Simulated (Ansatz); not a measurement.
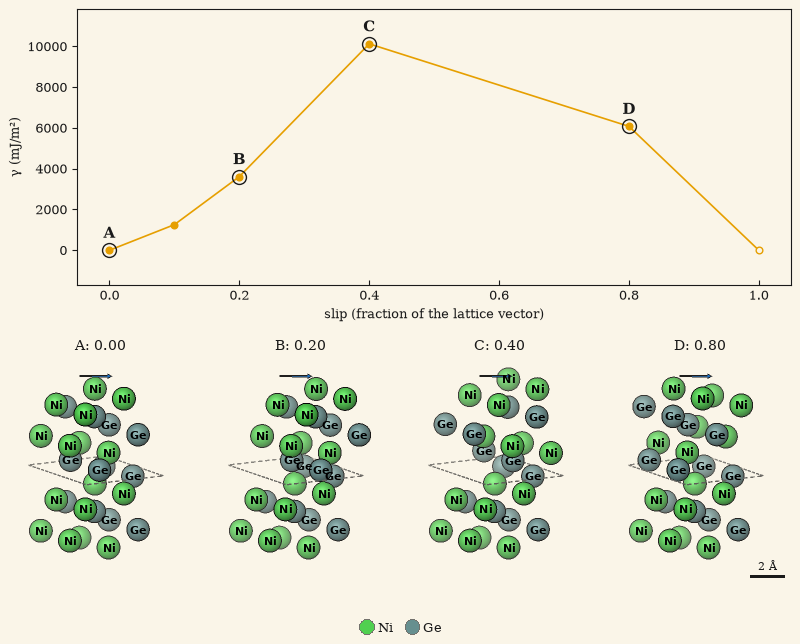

Energy scan for crystalline NiGe (Pnma), in which the crystal above a cut along the (0 0 1) plane of the conventional cell (between a plane of Ge below and one of Ge above, 1.02 Å apart) is slid rigidly by fractions of an in-plane lattice vector 6.42 Å long (a generalised stacking fault). One cut stands in each cell, which starts 11.7 Å high; nothing is relaxed, and the dashed outline marks the cut, the arrow on top the direction of slip. The lettered frames are marked on the plot. Hollow markers are points alike by symmetry, not computed again. A spheres-only model of the layers on both sides of the cut, seen from the side, nearly along the cut plane.

Computed with DFT PBE, scalar-relativistic, plane waves, PAW in Ansatz 0.2.0. Settings: plane-wave cutoff 420 eV; k-point mesh 7 × 11 × 4; occupations gaussian; smearing width 0.15 eV; no spin polarisation. Energies (free energies at the smearing named) are counted from the relaxed crystal.

> What does the scan show?

The curve starts and ends at zero, since a full lattice vector restores the crystal. Its highest computed point is 10125 mJ/m² at slip 0.40. The points are too sparse to place its extrema closely. Relaxation across the fault would lower the values.
